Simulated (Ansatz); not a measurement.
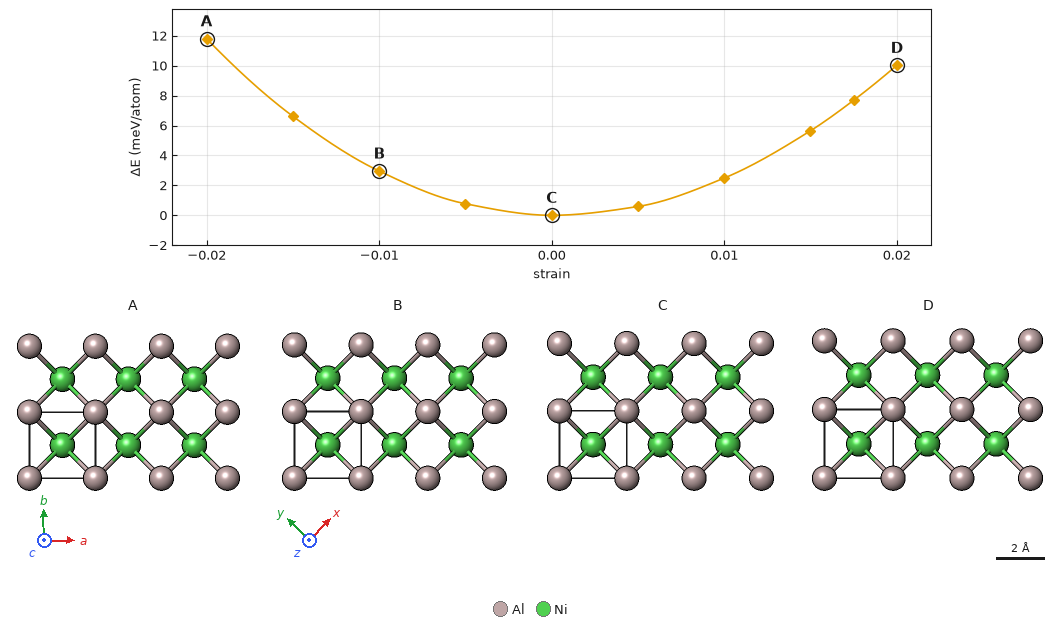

Energy scan for a crystal of AlNi (P4/mmm), in which the cell is strained equally along x and y, with the atoms kept at their fractional coordinates. x, y and z are the Cartesian axes of the input. The lettered frames are marked on the plot. A ball-and-stick model of the cell of the calculation, repeated 3 × 2 × 2 with one cell outlined, seen along the c axis.

The calculation used Ansatz, DFT PBEsol, scalar-relativistic, plane waves, PAW. Settings: plane-wave cutoff 420 eV; k-point mesh 20 × 20 × 20; occupations gaussian; smearing width 0.15 eV; no spin polarisation. Energies (free energies at the smearing named) are counted from the relaxed crystal.

Question: Read off the main features of the energy profile.

Answer: The lowest computed point lies at the strain 0.00 (0.0 meV/atom). The end points stand at 11.8 meV/atom (−0.02) and 10.0 meV/atom (0.02). The curvature at zero strain, (1/V) d²E/dε², is about 740 GPa; it is C₁₁ + C₂₂ + 2C₁₂ with clamped ions. The distortion keeps the space group P4/mmm. At the strain −0.02 the cell of the drawing goes a 2.859 → 2.801 Å, b 2.859 → 2.801 Å.

The computed points:

```csv
strain,ΔE (meV/atom)
−0.0200,11.8
−0.0150,6.6
−0.0100,3.0
−0.0050,0.8
0.0000,0.0
0.0050,0.6
0.0100,2.5
0.0150,5.7
0.0175,7.7
0.0200,10.0
```
